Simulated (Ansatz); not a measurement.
TaN: geometry relaxation (part 1 of 2)

- system: TaN (Fm-3m, 12 atoms in the cell)
- method: DFT r2SCAN, scalar-relativistic, plane waves, PAW, no spin polarisation (Ansatz 0.2.0)

The structure derives from an entry of the Crystallography Open Database. It belongs to a series of runs on one base structure; here: 0 of 6 N sites taken by As, cell and atoms relaxed. Figures and captions count atoms from 1; the log counts them from 0 in places.

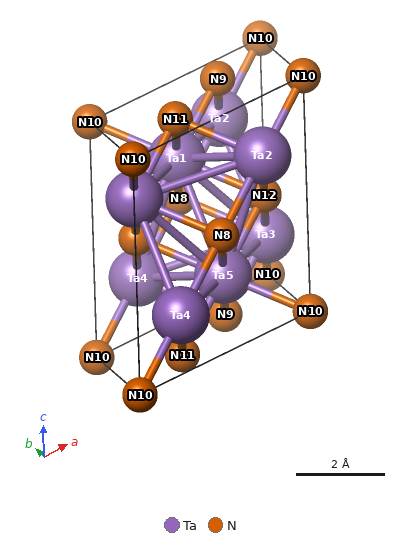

The structure as given in the input (ball-and-stick view of the cell of the calculation, seen slightly off an axis; atoms are numbered from 1 in the order of the input). An atom can appear more than once, as a periodic image.

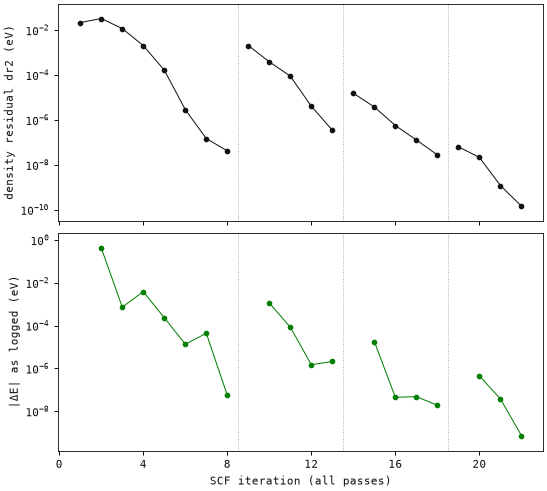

Convergence of the self-consistent field: density residual dr2 and size of the energy change against the SCF iteration. The dotted lines part the SCF passes of the relaxation: geometry steps, rejected trials and re-solves on a re-selected basis. The passes take 8, 5, 5 and 4 iterations.

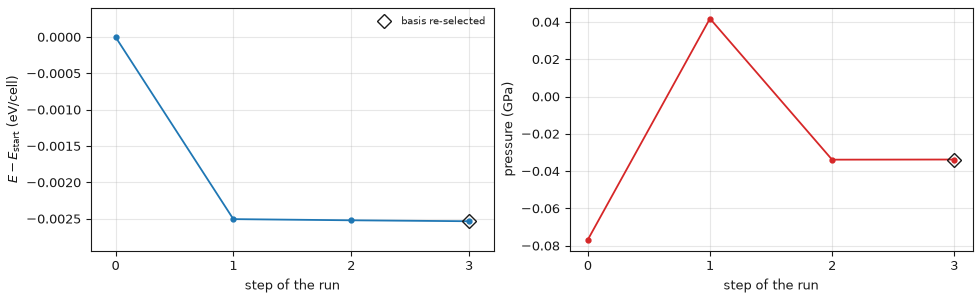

Progress of the relaxation, step by step (the first geometry is step 0 here and step 1 in the log).

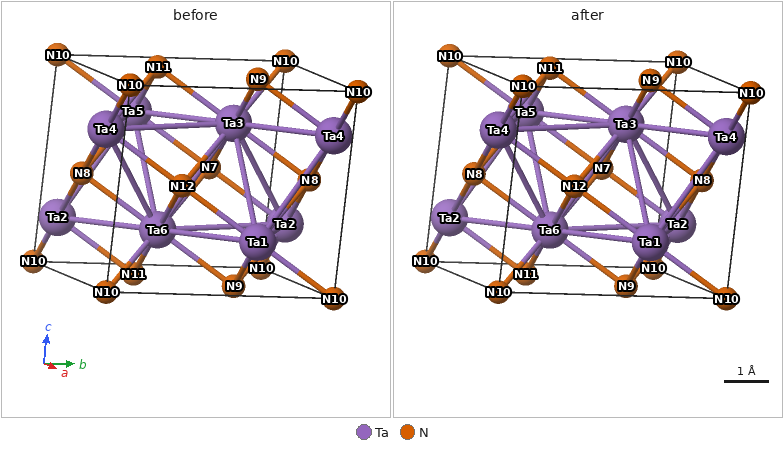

Before (left) and after (right) the relaxation, at one scale (ball-and-stick view of the reduced cell, seen slightly off an axis). No atom moves by more than 0.005 Å relative to the cell. The drawn cell changes at constant volume: a 5.385 → 5.405 Å (+0.4 %), b 5.385 → 5.395 Å (+0.2 %), c 5.385 → 5.363 Å (−0.4 %), α 80.4° → 80.3°, β 70.5° → 70.3°. Among the contacts that change: Ta1–Ta2 3.109 → 3.119 Å, Ta1–Ta3 3.109 → 3.101 Å. The space group (tolerance 0.01 Å) goes from Fm-3m (No. 225) to R-3m (No. 166). The energy falls by 2.5 meV per cell of the calculation in 2 geometry steps. All forces vanish by symmetry, so only the cell relaxes. Pressure: −0.08 GPa at the start and −0.03 GPa at the end. A last SCF at the same geometry on a re-selected plane-wave basis shifts the energy by next to nothing (0.0 meV per cell of the calculation). (Atoms are counted from 1 in the order of the input.)

The input that produced these results follows, with the program's output.

## Input
```yaml
crystal:
  lattice:
    - [4.3965326303, 2.1982663151, -2.1982663151]
    - [2.1982663151, 4.3965326303, 2.1982663151]
    - [4.3965326303, -2.1982663151, 2.1982663151]
  atoms:
    - { symbol: Ta, position: [0.4166666667, 0.6666666667, 0.75] }
    - { symbol: Ta, position: [0.75, 0.0, 0.75] }
    - { symbol: Ta, position: [0.9166666667, 0.6666666667, 0.25] }
    - { symbol: Ta, position: [0.25, 0.0, 0.25] }
    - { symbol: Ta, position: [0.5833333333, 0.3333333333, 0.25] }
    - { symbol: Ta, position: [0.0833333333, 0.3333333333, 0.75] }
    - { symbol: "N", position: [0.1666666667, 0.6666666667, 0.5] }
    - { symbol: "N", position: [0.5, 0.0, 0.5] }
    - { symbol: "N", position: [0.6666666667, 0.6666666667, 0.0] }
    - { symbol: "N", position: [1.0, 0.0, 0.0] }
    - { symbol: "N", position: [0.3333333333, 0.3333333333, 0.0] }
    - { symbol: "N", position: [0.8333333333, 0.3333333333, 0.5] }
basis:
  ecutwfc: 500
kpoints:
  mp_grid: { grid: [8, 8, 6] }
hamiltonian:
  xc: r2scan
scf:
  occupations: { method: gaussian, width: 0.1 }
output:
  forces: true
  stress: true
  eigenvalues: true
relax:
  adjacent_minimum: "off"
  f_tol: 0.015
  max_steps: 60
  cell: { stress_tol: 0.15 }
```

Command:
```bash
ansatz run input.yaml --threads 2 --pin off --max-ram 5120MiB --backend cpu --events-out ev --progress --plain --runs-dir out
```

## What the program printed
```
Engine: ansatz 0.2.0, x86_64-unknown-linux-gnu
Pseudopotentials: kind: paw
Pseudopotential: Ta, paw, valence charge 13, recommended cutoff 500 eV (meta_gga), Ta.paw.azcp
Pseudopotential: N, paw, valence charge 5, recommended cutoff 500 eV (meta_gga), N.paw.azcp
Functional definition: r2SCAN
  parameter k0 = 0.174
  parameter k1 = 0.065
  parameter a1 = 4.9479
  exchange = r2scan_x(k0 = k0, k1 = k1, a1 = a1)
  correlation = r2scan_c
Crystal: 12 atoms, lattice volume = 127.474 Å³
Basis set: ecut = 500 eV, 3205 PW (Γ), exchange–correlation on 160×160×160 points (64 copies of the dense FFT grid, shifted against one another)
Bands: 66, of which v1, the nominal top of the filled ones, is band 54 counted from 1 (53 counted from 0)
Symmetry: 24 space group operations
Space group: Fm-3m (ITA 225), of the structure as read, at distance tolerance 5.0e-5 Å
k-points: 114 of 384
Non-local potential: Ta, projectors of the file, l = 0: 3, l = 1: 2, l = 2: 2, l = 3: 1
Non-local potential: N, projectors of the file, l = 0: 2, l = 1: 2, l = 2: 1
PAW form: soft (Blöchl's): semilocal exchange-correlation on the pseudo side does not see the compensation charge
PAW frozen core: Ta, regenerated for the run's functional (the file was generated under x = pbe(κ = 0.804, μ = 0.2195149727645171), c = pbe(β = 0.06672455060314922))
PAW frozen core: N, regenerated for the run's functional (the file was generated under x = pbe(κ = 0.804, μ = 0.2195149727645171), c = pbe(β = 0.06672455060314922))
PAW one-centre angular grid: Ta, 590 points (default); XC on 160 Gauss nodes
PAW one-centre angular grid: N, 302 points (default); XC on 160 Gauss nodes
Initial density: superposition of atomic densities (neutral atoms: chi_scale 0, normalization atom), corrected by the library's trained network
Initial wavefunctions: pseudopotential atomic-orbital guess
Functional: x = r2scan, c = r2scan; τ floored in thin density (d = 2e-4 eV/Å³)
SCF iter   1: F=—  HF=-61985.915192 eV  |F-HF|=—  |Δ(HF+E_count)|=         —  Δρ=7.37e-3  dr2=2.19e-2  dr2_τ=7.94e-1  ethr=1.77e-3  ⟨swp⟩=5.8  Hψ=29137  notcnv=0
preconditioner: auto → Kerker (q_TF=auto, 2.654 Å⁻¹)  [metal: Δε(μ)=0.013 eV  Ē_g=10.193 eV  σ=0.100 eV  W_gap=0.08  n_scr=38 (ndim 8)  ℏωp=25.5 eV  f_vac=0.000  D(μ)=4.59/eV (n_scr^D=38)]
SCF iter   2: F=—  HF=-61986.343143 eV  |F-HF|=—  |Δ(HF+E_count)|=   4.28e-1  Δρ=6.27e-3  dr2=3.31e-2  dr2_τ=1.96e-3  ethr=2.02e-5  ⟨swp⟩=2.0  Hψ=15687  notcnv=0  defer=485
SCF iter   3: F=—  HF=-61986.343883 eV  |F-HF|=—  |Δ(HF+E_count)|=   7.40e-4  Δρ=4.14e-3  dr2=1.18e-2  dr2_τ=9.37e-4  ethr=2.02e-5  ⟨swp⟩=2.4  Hψ=9517  notcnv=0  defer=485
SCF iter   4: F=—  HF=-61986.347760 eV  |F-HF|=—  |Δ(HF+E_count)|=   3.88e-3  Δρ=1.36e-3  dr2=2.05e-3  dr2_τ=1.80e-4  ethr=1.09e-5  ⟨swp⟩=2.0  Hψ=10462  notcnv=0  defer=485
SCF iter   5: F=—  HF=-61986.347524 eV  |F-HF|=—  |Δ(HF+E_count)|=   2.35e-4  Δρ=3.68e-4  dr2=1.66e-4  dr2_τ=4.58e-6  ethr=1.90e-6  ⟨swp⟩=2.0  Hψ=10250  notcnv=0  defer=485
SCF iter   6: F=—  HF=-61986.347511 eV  |F-HF|=—  |Δ(HF+E_count)|=   1.37e-5  Δρ=4.98e-5  dr2=2.89e-6  dr2_τ=6.78e-8  ethr=1.53e-7  ⟨swp⟩=2.0  Hψ=10458  notcnv=0  defer=485
SCF iter   7: F=—  HF=-61986.347467 eV  |F-HF|=—  |Δ(HF+E_count)|=   4.41e-5  Δρ=1.09e-5  dr2=1.48e-7  dr2_τ=9.81e-9  ethr=2.68e-9  ⟨swp⟩=3.0  Hψ=15481  notcnv=0  defer=486
SCF iter   8: F=-61986.347467 eV  HF=-61986.347467 eV  |F-HF|=2.03e-8  |Δ(HF+E_count)|=   5.57e-8  Δρ=5.63e-6  dr2=4.23e-8  dr2_τ=1.90e-9  ethr=9.26e-11  ⟨swp⟩=10.3  Hψ=29101  notcnv=0
SCF 1 converged in 8 iterations: F = -61986.347467 eV  dr2 = 4.23e-8
  greatest PAW one-centre occupation: 0.998 electrons in one spin orbital (limit 2), on the Ta atom at site 5 (counted from 0), in its partial waves of l = 0
relax step   1: F+E_penalty+E_count = -61986.34746663 eV  Δ(F+E_penalty+E_count) = +0.000e0 eV  max|allowed force component| = 1.331e-23 eV/Å  Δτ_max = 0.0000 Å  P = -0.077 GPa  Ω = 127.474 Å³  (8 SCF iters, dr2 threshold 1.00e-7 eV, accepted)
Crystal: 12 atoms, lattice volume = 127.430 Å³
Basis set: ecut = 500 eV, 3213 PW (Γ), exchange–correlation on 160×160×160 points (64 copies of the dense FFT grid, shifted against one another)
Initial density: handed on by an earlier stage of this run
Initial wavefunctions: those handed on with the density
iter 1 solved again at ethr=1.90e-6 eV; its pass at ethr=3.10e-3 eV (dr2=2.05e-3 eV) is discarded
SCF iter   1: F=—  HF=-61986.348734 eV  |F-HF|=—  |Δ(HF+E_count)|=         —  Δρ=1.31e-3  dr2=2.07e-3  dr2_τ=3.80e-3  ethr=1.90e-6  ⟨swp⟩=2.2  Hψ=40324  notcnv=0
preconditioner: auto → Kerker (q_TF=auto, 2.654 Å⁻¹)  [metal: Δε(μ)=0.014 eV  Ē_g=10.146 eV  σ=0.100 eV  W_gap=0.08  n_scr=38 (ndim 8)  ℏωp=25.5 eV  f_vac=0.000  D(μ)=4.48/eV (n_scr^D=38)]
SCF iter   2: F=—  HF=-61986.349884 eV  |F-HF|=—  |Δ(HF+E_count)|=   1.15e-3  Δρ=5.65e-4  dr2=3.90e-4  dr2_τ=3.33e-5  ethr=1.90e-6  ⟨swp⟩=2.0  Hψ=12853  notcnv=0
SCF iter   3: F=—  HF=-61986.349969 eV  |F-HF|=—  |Δ(HF+E_count)|=   8.47e-5  Δρ=2.42e-4  dr2=8.92e-5  dr2_τ=2.64e-6  ethr=3.61e-7  ⟨swp⟩=2.3  Hψ=10997  notcnv=0
SCF iter   4: F=—  HF=-61986.349970 eV  |F-HF|=—  |Δ(HF+E_count)|=   1.50e-6  Δρ=6.52e-5  dr2=4.08e-6  dr2_τ=2.26e-7  ethr=8.26e-8  ⟨swp⟩=2.0  Hψ=10843  notcnv=0
SCF iter   5: F=-61986.349972 eV  HF=-61986.349973 eV  |F-HF|=6.83e-8  |Δ(HF+E_count)|=   2.13e-6  Δρ=1.75e-5  dr2=3.51e-7  dr2_τ=6.40e-8  ethr=1.11e-9  ⟨swp⟩=7.8  Hψ=29902  notcnv=0
the search or the solves at the SCF's close seem to have found levels that the self-consistency loop had missed (the run counts 1). By its estimate they hold under 1e-12 electrons; where the run keeps them, the occupations were computed again with them
SCF 2 converged in 5 iterations: F = -61986.349972 eV  dr2 = 3.51e-7
relax step   2: F+E_penalty+E_count = -61986.34997250 eV  Δ(F+E_penalty+E_count) = -2.506e-3 eV  max|allowed force component| = 1.498e-23 eV/Å  Δτ_max = 0.0000 Å  P = +0.042 GPa  Ω = 127.430 Å³  energy of the carried Pulay correction = +2.611e-5 eV  (5 SCF iters, dr2 threshold 1.20e-6 eV, accepted)
Crystal: 12 atoms, lattice volume = 127.457 Å³
iter 1 solved again at ethr=1.21e-8 eV; its pass at ethr=3.10e-3 eV (dr2=1.30e-5 eV) is discarded
SCF iter   1: F=—  HF=-61986.349970 eV  |F-HF|=—  |Δ(HF+E_count)|=         —  Δρ=1.22e-4  dr2=1.55e-5  dr2_τ=3.09e-5  ethr=1.21e-8  ⟨swp⟩=3.3  Hψ=35602  notcnv=0
preconditioner: auto → Kerker (q_TF=auto, 2.654 Å⁻¹)  [metal: Δε(μ)=0.016 eV  Ē_g=10.144 eV  σ=0.100 eV  W_gap=0.09  n_scr=38 (ndim 8)  ℏωp=25.5 eV  f_vac=0.000  D(μ)=4.42/eV (n_scr^D=38)]
SCF iter   2: F=—  HF=-61986.349988 eV  |F-HF|=—  |Δ(HF+E_count)|=   1.79e-5  Δρ=6.52e-5  dr2=3.80e-6  dr2_τ=1.75e-7  ethr=1.21e-8  ⟨swp⟩=2.0  Hψ=12984  notcnv=0
SCF iter   3: F=—  HF=-61986.349988 eV  |F-HF|=—  |Δ(HF+E_count)|=   4.49e-8  Δρ=2.04e-5  dr2=5.66e-7  dr2_τ=4.81e-8  ethr=3.52e-9  ⟨swp⟩=2.0  Hψ=10614  notcnv=0
SCF iter   4: F=—  HF=-61986.349988 eV  |F-HF|=—  |Δ(HF+E_count)|=   4.83e-8  Δρ=9.77e-6  dr2=1.29e-7  dr2_τ=6.89e-9  ethr=5.25e-10  ⟨swp⟩=2.6  Hψ=10839  notcnv=0
SCF iter   5: F=-61986.349988 eV  HF=-61986.349988 eV  |F-HF|=1.27e-9  |Δ(HF+E_count)|=   1.91e-8  Δρ=5.04e-6  dr2=2.78e-8  dr2_τ=1.23e-9  ethr=8.56e-11  ⟨swp⟩=4.7  Hψ=23677  notcnv=0
SCF 3 converged in 5 iterations: F = -61986.349988 eV  dr2 = 2.78e-8
relax step   3: F+E_penalty+E_count = -61986.34998785 eV  Δ(F+E_penalty+E_count) = -1.535e-5 eV  max|allowed force component| = 1.448e-23 eV/Å  Δτ_max = 0.0000 Å  P = -0.034 GPa  Ω = 127.457 Å³  energy of the carried Pulay correction = +1.067e-5 eV  (5 SCF iters, dr2 threshold 9.25e-8 eV, accepted)
Initial wavefunctions: pseudopotential atomic-orbital guess (no wavefunctions were taken with the density)
iter 1 solved again at ethr=4.04e-8 eV; its pass at ethr=3.10e-3 eV (dr2=4.37e-5 eV) is discarded
SCF iter   1: F=—  HF=-61986.350000 eV  |F-HF|=—  |Δ(HF+E_count)|=         —  Δρ=1.77e-5  dr2=6.36e-8  dr2_τ=2.85e-7  ethr=4.04e-8  ⟨swp⟩=4.1  Hψ=53471  notcnv=0
preconditioner: auto → Kerker (q_TF=auto, 2.654 Å⁻¹)  [metal: Δε(μ)=0.015 eV  Ē_g=10.144 eV  σ=0.100 eV  W_gap=0.08  n_scr=38 (ndim 8)  ℏωp=25.5 eV  f_vac=0.000  D(μ)=4.42/eV (n_scr^D=38)]
SCF iter   2: F=—  HF=-61986.350001 eV  |F-HF|=—  |Δ(HF+E_count)|=   4.54e-7  Δρ=9.45e-6  dr2=2.16e-8  dr2_τ=1.32e-8  ethr=5.89e-11  ⟨swp⟩=2.3  Hψ=12186  notcnv=0
SCF iter   3: F=—  HF=-61986.350001 eV  |F-HF|=—  |Δ(HF+E_count)|=   3.76e-8  Δρ=9.39e-7  dr2=1.20e-9  dr2_τ=1.29e-10  ethr=2.00e-11  ⟨swp⟩=2.0  Hψ=10959  notcnv=0
SCF iter   4: F=-61986.350001 eV  HF=-61986.350001 eV  |F-HF|=1.38e-10  |Δ(HF+E_count)|=  7.35e-10  Δρ=4.04e-7  dr2=1.46e-10  dr2_τ=2.21e-11  ethr=1.00e-12  ⟨swp⟩=6.3  Hψ=27017  notcnv=0
SCF 4 converged in 4 iterations: F = -61986.350001 eV  dr2 = 1.46e-10
```
